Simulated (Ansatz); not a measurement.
Take the following structure.

```cif
data_structure
_symmetry_space_group_name_H-M 'F d -3 m :1'
_symmetry_Int_Tables_number 227
_cell_length_a 5.4701
_cell_length_b 5.4701
_cell_length_c 5.4701
_cell_angle_alpha 90.000
_cell_angle_beta 90.000
_cell_angle_gamma 90.000
_cell_volume 163.68
loop_
_atom_site_label
_atom_site_type_symbol
_atom_site_symmetry_multiplicity
_atom_site_Wyckoff_symbol
_atom_site_fract_x
_atom_site_fract_y
_atom_site_fract_z
_atom_site_occupancy
Si1 Si 8 a 0.25000 0.75000 0.75000 1
```

### Describe what this structure looks like.

The element is silicon. Its lattice is face-centred cubic, its space group Fd-3m (No. 227). It belongs to the family called diamond. The cell holds eight atoms. About every Si there are four Si in a tetrahedral arrangement at 2.37 Å. The bonds build a three-dimensional framework.

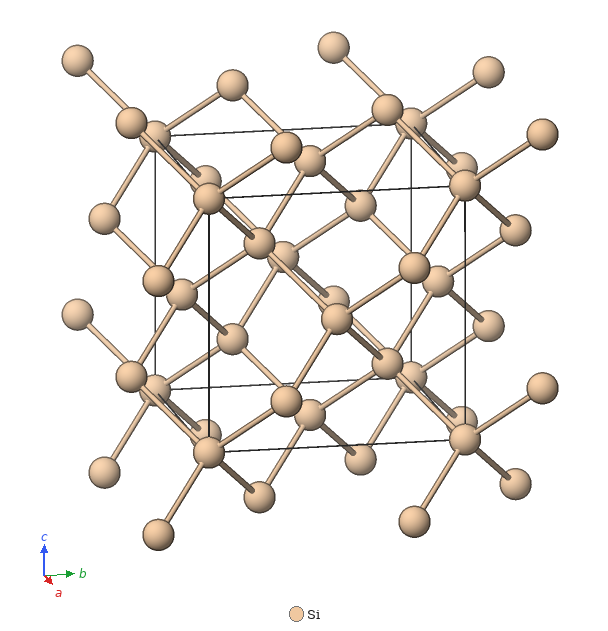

The crystal in a ball-and-stick representation, seen slightly off an axis. Atoms at the boundary of the conventional unit cell (the box) are drawn once for each face, edge or corner they touch. Atoms outside the box are added where they are bonded to one inside.

The structure was taken from a structure listed in the Materials Project. Earlier steps of the study may have refined or changed the cell and positions. A calculation with Ansatz used it as input.
